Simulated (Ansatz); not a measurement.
## Run report: In$_{4}$As$_{5}$, single-point calculation

In$_{4}$As$_{5}$ (slab, 9 atoms in the cell), computed with DFT PBE, scalar-relativistic, plane waves, PAW, no spin polarisation (Ansatz 0.2.0).

The structure derives from an entry of the Crystallography Open Database. It belongs to a series of runs on one base structure; here: cutoff: 300. Figures and captions count atoms from 1; the log counts them from 0 in places.

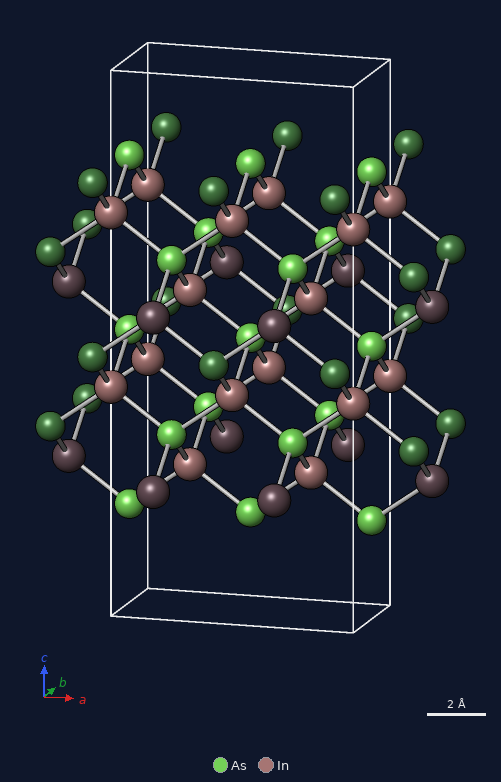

Figure 1. The input geometry (ball-and-stick view of the 2 × 1 repeat of the cell, with the vacuum cut short, seen slightly off an axis; neighbours outside the cell are drawn fainter). An atom can appear more than once, as a periodic image.

Results in brief

| quantity | value |
| --- | --- |
| outcome | converged |
| electrons treated | 127 |
| free energy | −46670.1259 eV |
| work function, top face | 5.73 eV |
| work function, bottom face | 5.73 eV |
| Fermi energy | 0.523 eV |
| gap on the k-point mesh | none (metallic) |
| work function (upper face) | 5.73 eV |
| largest force (length of the vector) | 0.277 eV/Å |
| hardware | 1 thread of Arm Neoverse V1, 24 GiB of memory available, shared host |
| wall time | 59 s |
| peak memory | 0.72 GiB |

Notes

The program warns: the cutoff is below the recommended one.

The input
```yaml
crystal:
  lattice:
    - [4.3746994652, 0.0, 0.0]
    - [0.0, 4.3746994652, 0.0]
    - [0.0, 0.0, 27.3735186299]
  atoms:
    - { symbol: As, position: [0.0, 0.5, 0.2739874293] }
    - { symbol: In, position: [0.5, 0.5, 0.330490572] }
    - { symbol: As, position: [0.5, 0.0, 0.3869937146] }
    - { symbol: In, position: [0.0, 0.0, 0.4434968573] }
    - { symbol: As, position: [0.0, 0.5, 0.5] }
    - { symbol: In, position: [0.5, 0.5, 0.5565031427] }
    - { symbol: As, position: [0.5, 0.0, 0.6130062854] }
    - { symbol: In, position: [0.0, 0.0, 0.669509428] }
    - { symbol: As, position: [0.0, 0.5, 0.7260125707] }
basis:
  ecutwfc: 300
kpoints:
  mp_grid: { grid: [8, 8, 1] }
hamiltonian:
  xc: pbe
scf:
  occupations: { method: gaussian, width: 0.1 }
output:
  forces: true
  stress: true
  eigenvalues: true
efield:
  axis: 3
  dipole_correction: true
  ramp_width: 0.04
```

Launched with:
```bash
ansatz run input.yaml --threads 1 --pin off --max-ram 2560MiB --backend cpu --events-out ev --progress --plain --runs-dir out
```

Log
```
Warning: basis.ecutwfc = 300 eV is below the records' recommended 420 eV, and the density's cutoff is lower with it unless basis.ecutrho_ratio is high enough to keep the records' density cutoff: compare with a run at a higher cutoff
Engine: ansatz 0.2.0, aarch64-unknown-linux-gnu
Pseudopotentials: kind: paw
Pseudopotential: As, paw, valence charge 15, recommended cutoff 420 eV (normal), As.paw.azcp
Pseudopotential: In, paw, valence charge 13, recommended cutoff 420 eV (normal), In.paw.azcp
Functional definition: PBE
  parameter kappa = 0.804
  parameter beta = 0.06672455060314922
  exchange = pbe_x(kappa = kappa, mu = beta*pi^2/3)
  correlation = pbe_c(beta = beta)
Crystal: 9 atoms, lattice volume = 523.874 Å³
Basis set: ecut = 300 eV, 6173 PW (Γ), exchange–correlation on 50×50×320 points (8 copies of the dense FFT grid, shifted against one another)
Bands: 77, of which v1, the nominal top of the filled ones, is band 64 counted from 1 (63 counted from 0)
Symmetry: 4 space group operations
k-points: 25 of 64
Non-local potential: As, projectors of the file, l = 0: 2, l = 1: 2, l = 2: 3, l = 3: 1
Non-local potential: In, projectors of the file, l = 0: 2, l = 1: 2, l = 2: 2, l = 3: 2
PAW form: soft (Blöchl's): semilocal exchange-correlation on the pseudo side does not see the compensation charge
PAW one-centre angular grid: As, 590 points (default); XC on 64 Gauss nodes
PAW one-centre angular grid: In, 590 points (default); XC on 64 Gauss nodes
Initial density: superposition of atomic densities (neutral atoms: chi_scale 0, normalization atom), corrected by the library's trained network
Initial wavefunctions: pseudopotential atomic-orbital guess
Functional: x = pbe(κ = 0.804, μ = 0.2195149727645171), c = pbe(β = 0.06672455060314922)
SCF iter   1: F=—  HF=-46670.159901 eV  |F-HF|=—  |Δ(HF+E_count)|=         —  Δρ=3.18e-3  dr2=1.17e-1  ethr=1.77e-3  p=0.000 e·Å  D=5.14e-14 V/Å  ΔV_dip=-0.00 eV  dr2_dipole=5.69e-8  V_vac-E_F(+/−)=5.77/5.77 eV  ⟨swp⟩=6.6  Hψ=7627  notcnv=0  defer=39
efield: sawtooth ramp at fractional position 0.9800 (placed from the atoms, in the widest stretch of the axis that holds none; the zero of the levels goes with the place), width 0.0400; the density the first Hamiltonian is built on has a dipole p = 0.000 e·Å; the dipole correction subtracts the counter field D = 5.14e-14 V/Å, which shifts the + side's vacuum level by -0.00 eV against the − side's; the planar-averaged density in the ramp window peaks in size at 7.0e-6 e/Å³
preconditioner: auto → LDOS  [metal: Δε(μ)=0.021 eV  Ē_g=13.017 eV  σ=0.100 eV  W_gap=0.12  n_scr=98 (ndim 8)  ℏωp=14.2 eV  f_vac=0.465  D(μ)=5.35/eV (n_scr^D=10)  β→1.0]
SCF iter   2: F=—  HF=-46670.135723 eV  |F-HF|=—  |Δ(HF+E_count)|=   2.42e-2  Δρ=1.68e-3  dr2=1.55e-2  ethr=9.19e-5  p=-0.000 e·Å  D=-2.18e-5 V/Å  ΔV_dip=0.00 eV  dr2_dipole=1.62e-6  V_vac-E_F(+/−)=5.74/5.74 eV  ⟨swp⟩=2.0  Hψ=3995  notcnv=0  defer=155
SCF iter   3: F=—  HF=-46670.126543 eV  |F-HF|=—  |Δ(HF+E_count)|=   9.18e-3  Δρ=3.79e-4  dr2=1.96e-3  ethr=1.22e-5  p=-0.000 e·Å  D=-2.54e-6 V/Å  ΔV_dip=0.00 eV  dr2_dipole=9.49e-8  V_vac-E_F(+/−)=5.73/5.73 eV  ⟨swp⟩=2.0  Hψ=3366  notcnv=0  defer=155
SCF iter   4: F=—  HF=-46670.125981 eV  |F-HF|=—  |Δ(HF+E_count)|=   5.62e-4  Δρ=1.03e-4  dr2=1.70e-4  ethr=1.55e-6  p=0.000 e·Å  D=1.50e-6 V/Å  ΔV_dip=-0.00 eV  dr2_dipole=3.89e-12  V_vac-E_F(+/−)=5.73/5.73 eV  ⟨swp⟩=2.0  Hψ=3361  notcnv=0  defer=155
SCF iter   5: F=—  HF=-46670.126010 eV  |F-HF|=—  |Δ(HF+E_count)|=   2.82e-5  Δρ=4.23e-5  dr2=1.50e-5  ethr=1.33e-7  p=0.000 e·Å  D=3.23e-7 V/Å  ΔV_dip=-0.00 eV  dr2_dipole=1.20e-8  V_vac-E_F(+/−)=5.73/5.73 eV  ⟨swp⟩=2.0  Hψ=2486  notcnv=0  defer=155
SCF iter   6: F=—  HF=-46670.125856 eV  |F-HF|=—  |Δ(HF+E_count)|=   1.54e-4  Δρ=1.31e-5  dr2=1.26e-6  ethr=1.18e-8  p=0.000 e·Å  D=1.45e-6 V/Å  ΔV_dip=-0.00 eV  dr2_dipole=9.63e-11  V_vac-E_F(+/−)=5.73/5.73 eV  ⟨swp⟩=2.0  Hψ=2500  notcnv=0  defer=155
SCF iter   7: F=—  HF=-46670.125857 eV  |F-HF|=—  |Δ(HF+E_count)|=   7.33e-7  Δρ=4.03e-6  dr2=1.91e-7  ethr=9.94e-10  p=0.000 e·Å  D=7.54e-7 V/Å  ΔV_dip=-0.00 eV  dr2_dipole=2.98e-12  V_vac-E_F(+/−)=5.73/5.73 eV  ⟨swp⟩=2.0  Hψ=2747  notcnv=0  defer=155
SCF iter   8: F=-46670.125857 eV  HF=-46670.125857 eV  |F-HF|=2.21e-8  |Δ(HF+E_count)|=   1.31e-8  Δρ=1.40e-6  dr2=1.67e-8  ethr=7.87e-11  p=0.000 e·Å  D=3.26e-7 V/Å  ΔV_dip=-0.00 eV  dr2_dipole=5.39e-11  V_vac-E_F(+/−)=5.73/5.73 eV  ⟨swp⟩=12.4  Hψ=7716  notcnv=0
SCF 1 converged in 8 iterations: F = -46670.125857 eV  dr2 = 1.67e-8
  greatest PAW one-centre occupation: 0.999 electrons in one spin orbital (limit 2), on the As atom at site 0 (counted from 0), in its partial waves of l = 2
SCF converged after 8 iterations
Free energy (F): -46670.125857 eV
Harris-Foulkes:  -46670.125857 eV  (|F-HF|=2.21e-8)
Internal energy: -46670.092362 eV  (E = F + TS)
E sigma→0 (E₀):  -46670.109109 eV
Entropy (-TS):   -0.033495 eV (-3.722 meV/atom)
Fermi energy:    0.522870 eV
Dipole field:    D = 0.000006 V/Å  (p = 0.000019 e·Å, saw-weighted, corrected)
Work function:   Φ+ = 5.7271 eV   Φ− = 5.7273 eV
Levels:          The Fermi level and band energies are counted from a zero that moves with the ramp; work functions are not
--- Per-component energies (eV) ---
  E_band       = -2394.597799
  E_kinetic    = 1482.591133
  E_local      = -98756.779998  (includes V_loc(G=0)·N_el)
  E_nonlocal   = -1881.899185
  E_hartree    = 48808.365537
  E_xc         = -1251.601538
  E_vxc        = -785.244357  (∫ρ·V_xc dr)
  E_paw        = -25801.795241  (= ΣΔE_a)
  E_vpaw       = -69.973871  (= ΣTr[D̂ρ^β])
  E_aug_tail   = 0.001228  (compensation charges beyond the density's cutoff)
  E_efield     = 0.000000  (sawtooth field / dipole correction)
  E_vefield    = 0.000000  (∫n·V_field dr)
  E_ewald      = 30731.025702
  E_smearing   = -0.033495  (= −TS)
  E_closure    = 0.000000  (closes the sum)
  Σ components = -46670.125857   (vs F -46670.125857, Δ=0.00e0)
--- Forces (eV/Å), atoms counted from 1 ---
  atom   1  As     0.00000000     0.00000000     0.07576669
  atom   2  In     0.00000000     0.00000000    -0.27658083
  atom   3  As     0.00000000     0.00000000     0.24175119
  atom   4  In     0.00000000     0.00000000    -0.10868824
  atom   5  As     0.00000000     0.00000000     0.00000095
  atom   6  In     0.00000000     0.00000000     0.10868572
  atom   7  As     0.00000000     0.00000000    -0.24175003
  atom   8  In     0.00000000     0.00000000     0.27657721
  atom   9  As     0.00000000     0.00000000    -0.07576379
  max |Σ_I F_I| component: 1.12e-6 eV/Å
--- Stress (GPa, compression-positive) ---
       -0.593242       0.000000       0.000000
        0.000000      -0.593239       0.000000
        0.000000       0.000000       0.142266
  P = ⅓ Tr σ = -0.3481 GPa (-3.481 kbar)
--- Band table (eV; the first three rows and the last of 25) ---
  k-point 0: bands = ["-34.4841", "-34.4841", "-34.4825", "-34.4824", "-34.4808", "-34.4798", "-34.4749", "-34.4482", "-34.4481", "-34.4261", "-34.4261", "-34.4212", "-34.4212", "-34.4180", "-34.4177", "-34.4086", "-34.4086", "-34.3975", "-34.3974", "-34.3950", "-34.3949", "-34.3135", "-34.3135", "-34.3084", "-34.3081", "-13.7441", "-13.6752", "-13.6182", "-13.6182", "-13.5866", "-13.5866", "-13.5546", "-13.5410", "-13.5259", "-13.5169", "-13.3369", "-13.3357", "-13.2654", "-13.2654", "-13.2197", "-13.2197", "-13.1846", "-13.1844", "-13.1450", "-13.1443", "-10.6467", "-10.1910", "-9.6611", "-8.9712", "-8.8299", "-4.4032", "-3.3071", "-2.0578", "-1.2587", "-1.2587", "-0.7925", "-0.7352", "-0.7352", "-0.1104", "-0.1104", "0.5502", "0.5502", "0.7937", "1.3320", "1.3320", "1.7892", "2.5637", "2.7446", "2.7997", "3.1439", "3.2425", "3.7124", "4.2232", "5.1454", "5.1454", "5.7663", "5.9554"]
  k-point 1: bands = ["-34.4843", "-34.4842", "-34.4824", "-34.4820", "-34.4806", "-34.4794", "-34.4749", "-34.4481", "-34.4481", "-34.4263", "-34.4262", "-34.4215", "-34.4214", "-34.4177", "-34.4173", "-34.4089", "-34.4087", "-34.3974", "-34.3970", "-34.3951", "-34.3947", "-34.3137", "-34.3136", "-34.3081", "-34.3076", "-13.7410", "-13.6719", "-13.6267", "-13.6173", "-13.5923", "-13.5882", "-13.5511", "-13.5389", "-13.5265", "-13.5188", "-13.3331", "-13.3307", "-13.2694", "-13.2654", "-13.2295", "-13.2199", "-13.1832", "-13.1788", "-13.1463", "-13.1460", "-10.5556", "-10.1128", "-9.6065", "-8.9437", "-8.8138", "-4.4209", "-3.4535", "-2.3902", "-1.5907", "-1.4054", "-1.1773", "-0.9236", "-0.6709", "-0.1598", "-0.0779", "0.4356", "0.5311", "0.6349", "1.0439", "1.3487", "2.1348", "2.7539", "2.8087", "3.1132", "3.4568", "3.7951", "4.1536", "4.6167", "5.0737", "5.1768", "5.7329", "5.9957"]
  k-point 2: bands = ["-34.4845", "-34.4841", "-34.4826", "-34.4824", "-34.4810", "-34.4794", "-34.4746", "-34.4479", "-34.4476", "-34.4265", "-34.4261", "-34.4216", "-34.4213", "-34.4176", "-34.4174", "-34.4090", "-34.4087", "-34.3976", "-34.3974", "-34.3948", "-34.3944", "-34.3138", "-34.3135", "-34.3080", "-34.3078", "-13.7353", "-13.6712", "-13.6448", "-13.6134", "-13.6017", "-13.5914", "-13.5446", "-13.5351", "-13.5279", "-13.5230", "-13.3323", "-13.3194", "-13.2733", "-13.2642", "-13.2508", "-13.2190", "-13.1811", "-13.1691", "-13.1496", "-13.1494", "-10.2998", "-9.9011", "-9.4775", "-8.9255", "-8.7522", "-4.4984", "-3.8831", "-3.1331", "-2.4889", "-1.9112", "-1.1541", "-0.9452", "-0.4975", "-0.3366", "-0.0114", "0.1198", "0.4542", "0.5038", "0.6082", "1.3891", "2.2883", "2.6058", "2.9552", "3.0956", "4.6702", "4.7745", "5.0379", "5.2709", "5.5036", "5.6242", "5.7714", "5.9810"]
  k-point 24: bands = ["-34.4845", "-34.4845", "-34.4837", "-34.4833", "-34.4820", "-34.4802", "-34.4755", "-34.4489", "-34.4484", "-34.4264", "-34.4264", "-34.4216", "-34.4216", "-34.4184", "-34.4183", "-34.4090", "-34.4090", "-34.3985", "-34.3985", "-34.3958", "-34.3953", "-34.3139", "-34.3138", "-34.3089", "-34.3088", "-13.7714", "-13.7058", "-13.6873", "-13.5860", "-13.5714", "-13.5714", "-13.5513", "-13.5513", "-13.5239", "-13.5239", "-13.3218", "-13.3197", "-13.2951", "-13.2948", "-13.2129", "-13.2128", "-13.1705", "-13.1705", "-13.1507", "-13.1507", "-9.1080", "-9.0091", "-8.9908", "-8.4944", "-8.4938", "-4.8299", "-4.8299", "-4.5088", "-4.5088", "-1.7966", "-1.7966", "-1.7392", "-1.7166", "-1.4618", "-1.3278", "-1.3278", "-0.1919", "-0.1234", "0.0445", "0.0445", "2.8967", "3.1242", "3.3103", "3.3103", "4.2558", "4.3704", "4.3704", "4.5383", "5.5098", "6.6637", "7.2237", "7.2237"]
```

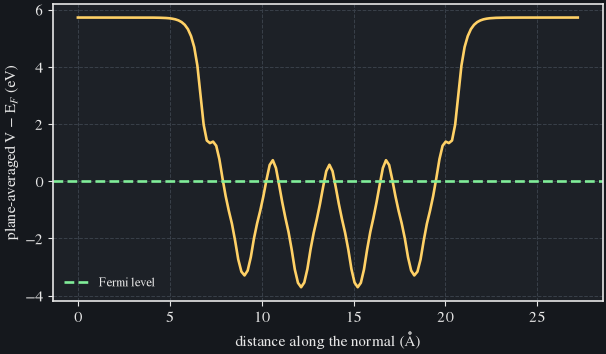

Figure 2. Plane average of the electrostatic potential energy of an electron across the cell, from the Fermi level. The vacuum level lies 5.73 eV above the Fermi level.

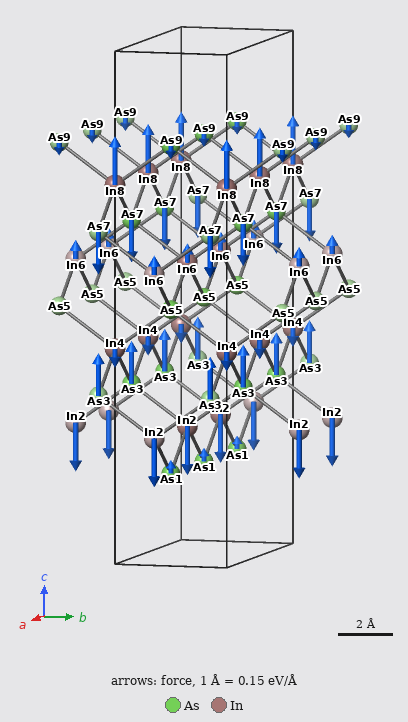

Figure 3. Forces on the atoms as blue arrows (ball-and-stick view of the 2 × 1 repeat of the cell, with the vacuum cut short, seen slightly off an axis; neighbours outside the cell are drawn fainter; atoms are numbered from 1 in the order of the input). The largest act on In2, In8 (0.28 eV/Å); As3, As7 (0.24 eV/Å); In4, In6 (0.11 eV/Å). The geometry is not a stationary point of this energy.

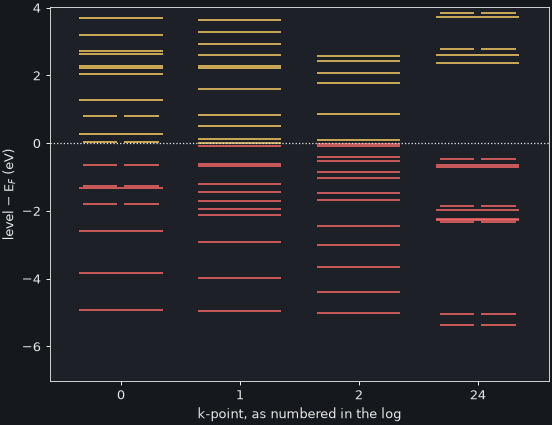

Figure 4. Kohn–Sham levels near the Fermi level (dotted) at the few k-points that the log prints; levels within 0.02 eV of each other stand side by side. The system is metallic on the full mesh.
